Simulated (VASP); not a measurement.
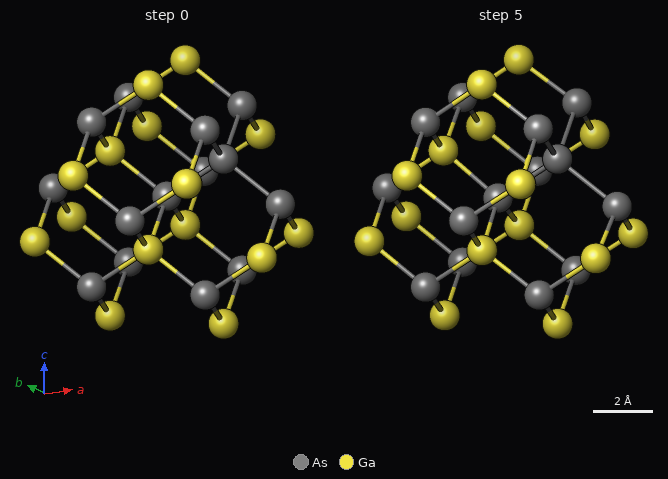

The structure of a defect cell of composition Ga15As17 before (left) and after (right) a relaxation, at one scale.

The picture is a ball-and-stick view of the atoms within 5.0 Å of the atom that moves most (axes of the conventional cell (2 times the calculation's cell)), seen from a free direction. Lengths and directions refer to the drawn axes.

The run lets the atoms move in a fixed cell.

Theory: VASP 6.6.1, Kohn-Sham DFT of a periodic cell, PBE, VASP PAW PBE potentials, recommended.

The input:
```
SYSTEM = Ga15As17
  PREC = Normal
  ENCUT = 450
  EDIFF = 1E-6
  ISMEAR = 1
  SIGMA = 0.1
  LREAL = Auto
  LASPH = .True.
  NELM = 80
  ALGO = Normal
  ISIF = 2
  LWAVE = .False.
  LCHARG = .False.
  GGA = PE
  IBRION = 2
  NSW = 70
  EDIFFG = -0.025
  ICORELEVEL = 1
  ISYM = 0
  KPAR = 2
  NCORE = 2
```

Run as
```bash
cat potpaw_PBE.64/As/POTCAR potpaw_PBE.64/Ga_d/POTCAR > POTCAR
mpirun -np 4 vasp_std > vasp.out
```

Q: Describe what moved and what it gained.

A: The energy falls by 0.252 eV per cell of the calculation in 5 geometry steps. The largest force component goes from 0.59 to 0.015 eV/Å. The largest moves, 0.12 Å, are those of As atoms. Largest moves by element: As 0.12 Å, Ga 0.03 Å. The lattice vectors keep their values. Among the contacts that change: As–As 2.490 → 2.613 Å, As–Ga 2.490 → 2.477 Å. Bond angles that change, for instance: As–Ga–As 109.5° → 106.5°, As–As–Ga 109.5° → 106.9°, Ga–As–Ga 109.5° → 111.9°.
